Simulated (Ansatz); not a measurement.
PbSe: several calculations on one system

## 1. A change

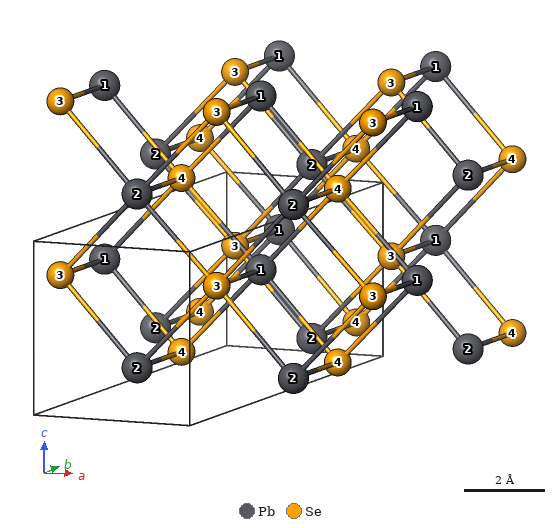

The starting point is a symmetric starting cell of PbSe. A ball-and-stick model of the conventional cell (2 times the calculation's cell), repeated 2 × 1 × 2 with one cell outlined, seen slightly off an axis. Lengths and directions refer to the drawn axes.

All numbers below come from DFT PBE, scalar-relativistic, plane waves, PAW (Ansatz 0.2.0). Set-up: plane-wave cutoff 420 eV; k-point mesh 8 × 8 × 6; occupations gaussian; smearing width 0.02 eV; no spin polarisation.

Change: The cell is strained by +4.6 % along c, −2.9 % along b, −5.8 % along a (volume −4.3 %) and atoms are displaced by up to 0.07 Å (root mean square over those that move 0.06 Å) relative to the cell: Pb2 0.04 Å along −b, Se3 0.07 Å along +b. No relaxation follows. The starting cell wasn't computed here and needn't be at equilibrium, so pressure and forces aren't due to the change alone.

Input file:
```yaml
crystal:
  lattice:
    - [2.0304540157, -5.9530572426, 0.0]
    - [2.0304540157, 5.9530572426, 0.0]
    - [0.0, 0.0, 4.6569519667]
  atoms:
    - { symbol: Pb, position: [0.6285441979, 0.3714558021, 0.7498308718] }
    - { symbol: Pb, position: [0.3714558021, 0.6285441979, 0.2498308718] }
    - { symbol: Se, position: [0.8551673356, 0.1448326644, 0.7501691282] }
    - { symbol: Se, position: [0.1448326644, 0.8551673356, 0.2501691282] }
basis:
  ecutwfc: 420
kpoints:
  mp_grid: { grid: [8, 8, 6] }
hamiltonian:
  xc: pbe
scf:
  occupations: { method: gaussian, width: 0.02 }
output:
  forces: true
  stress: true
  eigenvalues: true
  populations: true
```

Launched with:
```bash
ansatz run input.yaml --threads 1 --pin off --max-ram 1331MiB --backend cpu --events-out ev --progress --plain --runs-dir out
```

Q: Predict the response.

A: Among the bonded contacts that change: Pb–Se 2.816 → 2.698 Å, Pb–Se 3.099 → 3.094 Å. The space group stays Cmcm (No. 63). The pressure is 3.6 GPa (not all of it need come from the change, since the unchanged cell can be under pressure at this level too). The principal stresses (compression positive) are 6.4 GPa along b, 4.1 GPa along a, 0.5 GPa along c. The largest forces, 0.81 eV/Å, act on Se3 and Se4; on Se4 it points along +b. The forces point partly back along the displacements (cosine −0.41).

The changed structure in the same view:

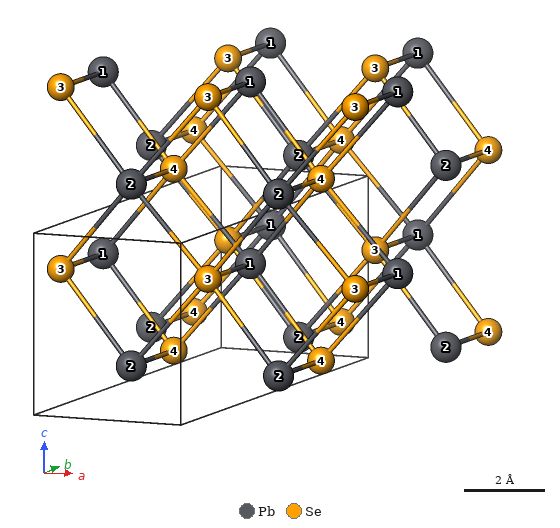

## 2. A change

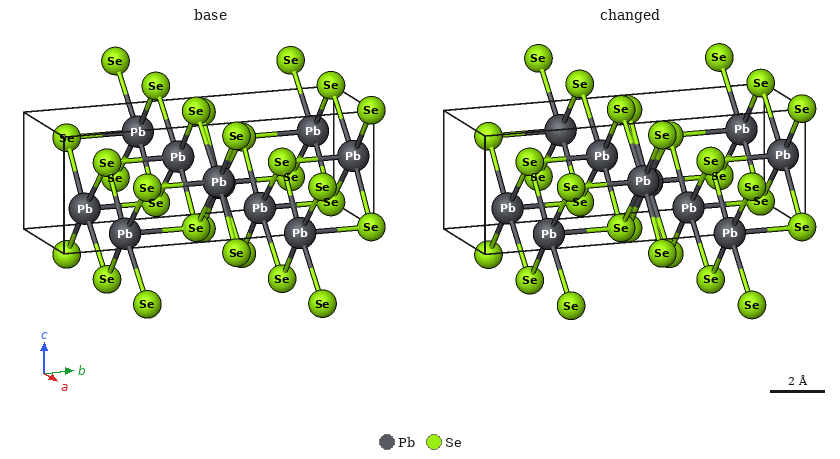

Left: a symmetric starting cell of PbSe. Right: the same structure after one change, at the same scale. Style: ball-and-stick. Shown: the conventional cell (2 times the calculation's cell), repeated 2 × 1 × 1 with one cell outlined, slightly off an axis. Lengths and directions refer to the drawn axes.

Computed with DFT PBE, scalar-relativistic, plane waves, PAW in Ansatz. Set-up: plane-wave cutoff 420 eV; k-point mesh 8 × 8 × 6; occupations gaussian; smearing width 0.02 eV; no spin polarisation.

**Which change leads from the left to the right?**

The cell is strained by +3.4 % along b, +2.4 % along a, +1.4 % along c (volume +7.4 %) and atoms are displaced by up to 0.04 Å (root mean square over those that move 0.03 Å) relative to the cell. No relaxation follows. The starting cell wasn't computed here and needn't be at equilibrium, so pressure and forces aren't due to the change alone.

**And its effect?**

The pressure is −1.4 GPa (not all of it need come from the change, since the unchanged cell can be under pressure at this level too). The principal stresses (compression positive) are −1.1 GPa along b, −1.4 GPa along c, −1.6 GPa along a. The largest forces, 0.13 eV/Å, act on 2 Pb atoms of the calculation's cell. The forces point along the displacements, not back (a soft direction, or forces left over where the reference was relaxed at another level) (cosine 1.00). Among the bonded contacts that change: Pb–Se 3.099 → 3.156 Å, Pb–Se 2.816 → 2.857 Å. The space group stays Cmcm (No. 63).

## 3. Distortion

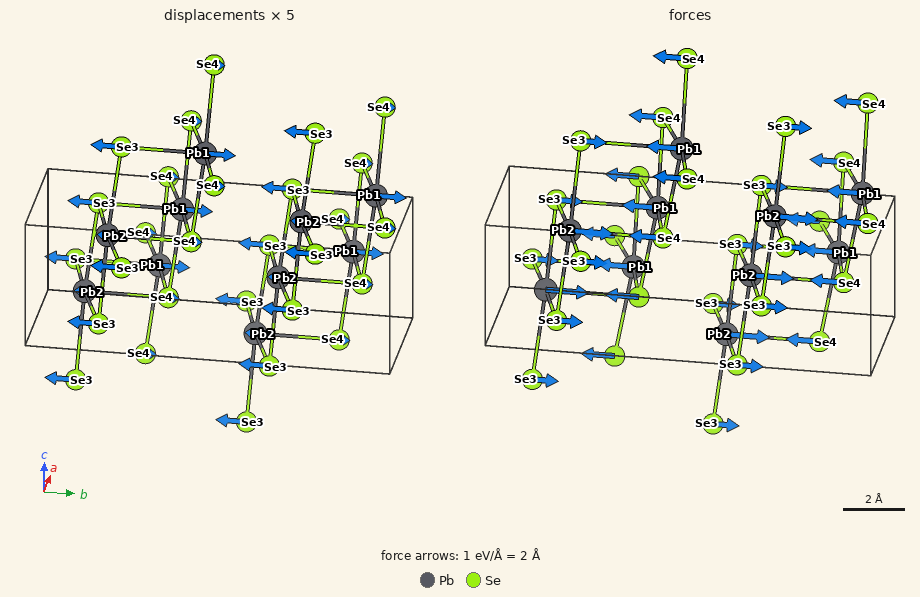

Left: a symmetric starting cell of PbSe, with blue arrows for the displacements applied to it (without the part that the change of the cell carries along). Right: the displaced structure with the computed forces. Besides, the cell is strained by +5.8 % along b, +5.5 % along a, −0.4 % along c (volume +11.2 %). The picture is a ball-and-stick view of the conventional cell (2 times the calculation's cell), repeated 2 × 1 × 1 with one cell outlined, seen from a free direction. Lengths and directions refer to the drawn axes.

Method: DFT PBE, scalar-relativistic, plane waves, PAW (Ansatz). Settings: plane-wave cutoff 420 eV; k-point mesh 8 × 8 × 6; occupations gaussian; smearing width 0.02 eV; no spin polarisation.

Describe the distortion and the response.

Answer. Atoms are displaced by up to 0.21 Å (root mean square over those that move 0.16 Å) relative to the cell: Pb1 0.21 Å along +b, Se3 0.21 Å along −b. No relaxation follows. The starting cell wasn't computed here and needn't be at equilibrium, so pressure and forces aren't due to the change alone. The pressure is −4.2 GPa (not all of it need come from the change, since the unchanged cell can be under pressure at this level too). The principal stresses (compression positive) are −2.0 GPa along c, −5.2 GPa along b, −5.3 GPa along a. The largest force is 0.74 eV/Å, on Pb2, along +b. The forces mostly point back along the displacements (cosine −0.85). Near-neighbour distances before and after: Pb–Se 2.816 → 3.130 to 3.400 Å, Pb–Se 3.099 → 3.176 to 3.183 Å. The space group (tolerance 0.01 Å) goes from Cmcm (No. 63) to Amm2 (No. 38).

## 4. Distortion

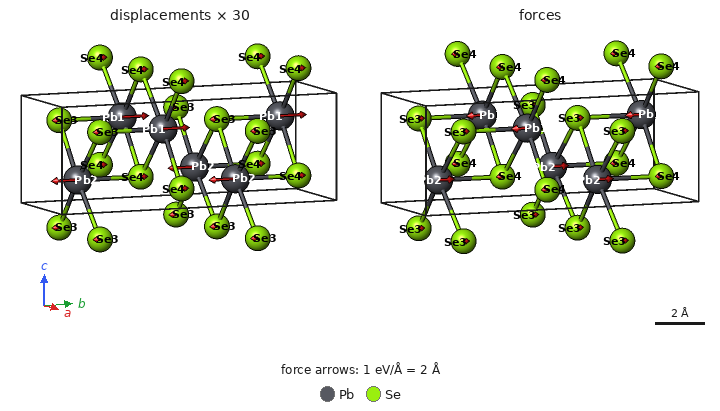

Left: a symmetric starting cell of PbSe, with red arrows for the displacements applied to it (without the part that the change of the cell carries along). Right: the displaced structure with the computed forces. Besides, the cell is strained by +9.8 % along a, +2.3 % along c, −0.6 % along b (volume +11.6 %). Style: ball-and-stick. Shown: the conventional cell (2 times the calculation's cell), slightly off an axis. Lengths and directions refer to the drawn axes.

Computed with Ansatz, DFT PBE, scalar-relativistic, plane waves, PAW. Set-up: plane-wave cutoff 420 eV; k-point mesh 8 × 8 × 6; occupations gaussian; smearing width 0.02 eV; no spin polarisation.

> How do the forces relate to the distortion?

Atoms are displaced by up to 0.04 Å (root mean square over those that move 0.03 Å) relative to the cell: Pb1 0.04 Å along +b, Se3 0.01 Å along −b. No relaxation follows. The starting cell wasn't computed here and needn't be at equilibrium, so pressure and forces aren't due to the change alone. The pressure is −3.6 GPa (not all of it need come from the change, since the unchanged cell can be under pressure at this level too). The principal stresses (compression positive) are −1.5 GPa along b, −3.4 GPa along c, −5.9 GPa along a. The largest forces, 0.38 eV/Å, act on Pb1 and Pb2; on Pb1 it points along −b. The forces point straight back along the displacements (cosine −1.00). Near-neighbour distances before and after: Pb–Se 3.099 → 3.285 Å, Pb–Se 2.816 → 2.851 Å. The space group stays Cmcm (No. 63).
